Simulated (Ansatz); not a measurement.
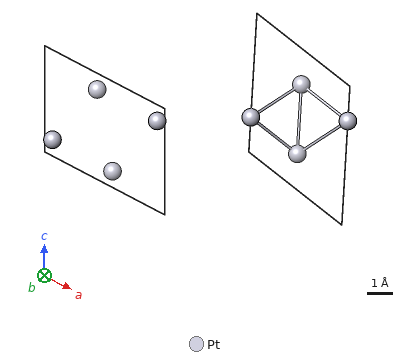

Two geometries of crystalline Pt (built on the O_12 type) (coarse preliminary run), drawn at one scale. One is the start of a relaxation, the other its converged end. A ball-and-stick model of the conventional cell (2 times the calculation's cell), seen along the b axis. Lengths and directions refer to the drawn axes.

Method: DFT PBE, scalar-relativistic, plane waves, PAW (Ansatz). Set-up: plane-wave cutoff 420 eV; k-point mesh 6 × 6 × 4; occupations gaussian; smearing width 0.1 eV; no spin polarisation; cell and atoms relaxed; force threshold 0.04 eV/Å; at most 70 steps.

Which of the two is the end point?

The right one is the relaxed one. Case: O type (C2/m, No. 12). The energy falls by 83350 meV per atom in 15 accepted moves (17 points after the start). Largest force component: 770 eV/Å at the start, 0.0013 eV/Å at the end. The pressure goes from 1322.46 to −0.01 GPa. The SCF was repeated twice at an unchanged geometry on a basis and grid sized afresh for the cell, which shifted the energy by 43.5 meV per atom at most. The largest moves relative to the cell, 0.77 Å, are those of Pt atoms. The drawn cell changes as follows: a 5.506 → 4.805 Å (−12.7 %), b 3.495 → 2.792 Å (−20.1 %), c 4.313 → 5.644 Å (+30.9 %), β 117.7° → 124.8°; the volume changes by −15.4 %. Among the contacts that change: Pt–Pt 1.172 → 2.822 Å, Pt–Pt 3.538 → 2.818 Å, Pt–Pt 3.495 → 2.792 Å, Pt–Pt 3.379 → 2.822 Å. New bonds form: Pt–Pt (3.54 → 2.82 Å). The space group stays C2/m (No. 12).
